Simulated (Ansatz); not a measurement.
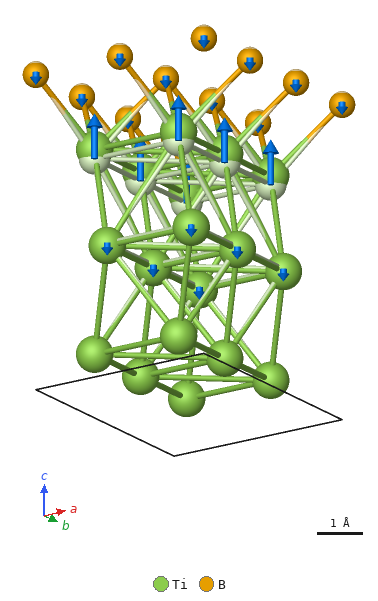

A constrained relaxation of a slab of composition Ti3B (cut from the P6_3/mmc phase). The starting structure is drawn faded, the final one solid; blue arrows show the displacements, 5 times their true length.

The picture is a ball-and-stick view of the 2 × 3 repeat of the cell, outlined in the plane, without the vacuum, seen from a free direction.

Case: B put at a hollow Ti-Ti-Ti site. The slab is the (0 0 1) face of Ti with B on it. 1 atoms are held fixed.

Method: DFT r2SCAN, scalar-relativistic, plane waves, PAW in Ansatz.

The input:
```yaml
crystal:
  lattice:
    - [2.9357969418, 0.0, 0.0]
    - [-1.4678984709, 2.542474732, 0.0]
    - [0.0, 0.0, 23.6361929089]
  atoms:
    - { symbol: Ti, position: [0.3333333333, 0.6666666667, 0.3596179821] }
    - { symbol: Ti, position: [0.6666666667, 0.3333333333, 0.4531964174] }
    - { symbol: Ti, position: [0.3333333333, 0.6666666667, 0.5467425937] }
    - { symbol: B, position: [0.0, 0.0, 0.62120467] }
basis:
  ecutwfc: 500
kpoints:
  mp_grid: { grid: [12, 12, 1] }
hamiltonian:
  xc: r2scan
scf:
  occupations: { method: gaussian, width: 0.1 }
output:
  forces: true
  eigenvalues: true
relax:
  adjacent_minimum: "off"
  f_tol: 0.03
  max_steps: 70
  constraints: [{ sites: [0] }]
efield:
  axis: 3
  dipole_correction: true
  ramp_width: 0.04
```

Run as
```bash
ansatz run input.yaml --threads 2 --pin off --max-ram 5120MiB --backend cpu --events-out ev --progress --plain --runs-dir out
```

Atoms of which element are displaced furthest, and by how much?

Titanium: up to 0.21 Å, against 0.06 Å for boron.

Describe the change and its energy.

The atom that moves furthest is Ti3 (0.21 Å along the normal (+c)). Largest moves by element: Ti 0.21 Å, B 0.06 Å. The cell stays as it was. Some distances before and after: Ti2–Ti3 2.786 → 2.999 Å, Ti3–B4 2.443 → 2.261 Å, Ti1–Ti2 2.787 → 2.742 Å. Bond angles that change, for instance: Ti3–B4–Ti3 73.8° → 81.0°. Over 2 geometry steps the energy falls by 0.316 eV per cell of the calculation. Largest force component: 2.1 eV/Å at the start, 0.017 eV/Å at the end.

Limits of the set-up: the periodic images lie only 2.9 Å apart, so the values are limited by the cell's size.
